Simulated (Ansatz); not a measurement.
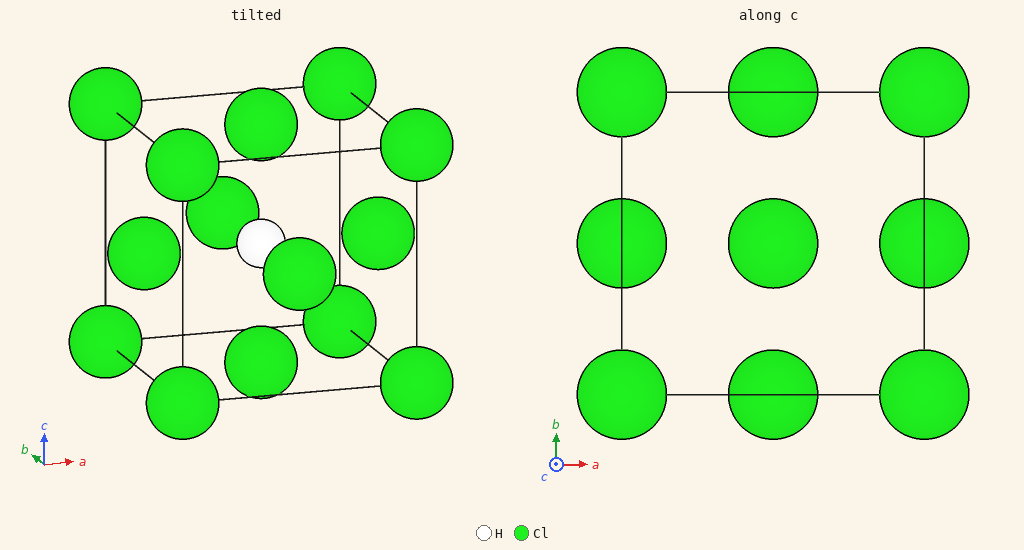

Shown here is a spheres-only view of the crystal, taken slightly off an axis and along the c axis. The parallelepiped is the conventional unit cell. Cell: a = 4.37 Å, b = 4.37 Å, c = 4.37 Å, α = 90.00°, β = 90.00°, γ = 90.00°.

Origin of the cell: a random cell made by a generator, so it need not be a real form of the compound. Earlier steps of the study, as a rule a relaxation of our own, may have changed the cell and positions, so they can lie some per cent off the listed ones. A calculation with Ansatz used it as input.

Question: State composition, symmetry and coordination.

Answer: The material is HCl$_{4}$. The atoms follow space group Pm-3m (No. 221); the Bravais lattice is primitive cubic. With Z = 1, the cell contains 1 H, 4 Cl.

Theory: Ansatz, DFT PBE+D3(BJ), scalar-relativistic, plane waves, PAW. Numerical settings: wavefunction cutoff 420 eV, an 8×8×8 grid in reciprocal space, Gaussian smearing of 0.1 eV, no spin polarisation.

Question: Does it come out as a metal, or with a gap?

Answer: A metal: bands cross the Fermi level.

Question: How charged are the atoms, by the Bader scheme?

Answer: H +0.36 e; Cl -0.12 to -0.01 e.

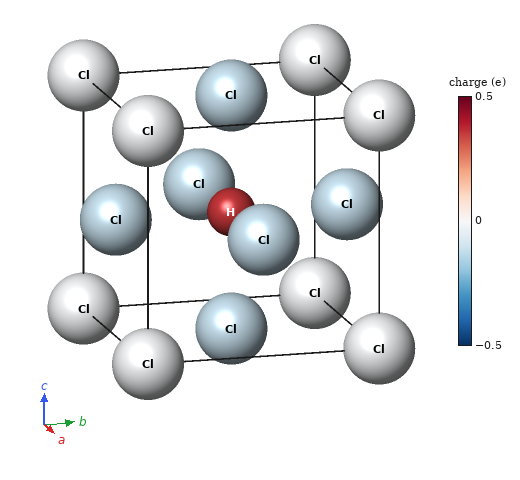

The atoms coloured by those charges. The run's cell of 5 atoms is drawn.

Question: Is the structure relaxed at this level of theory?

Answer: Yes. All forces vanish to within 0.01 eV/Å. The pressure is 0.0 GPa, close to zero.
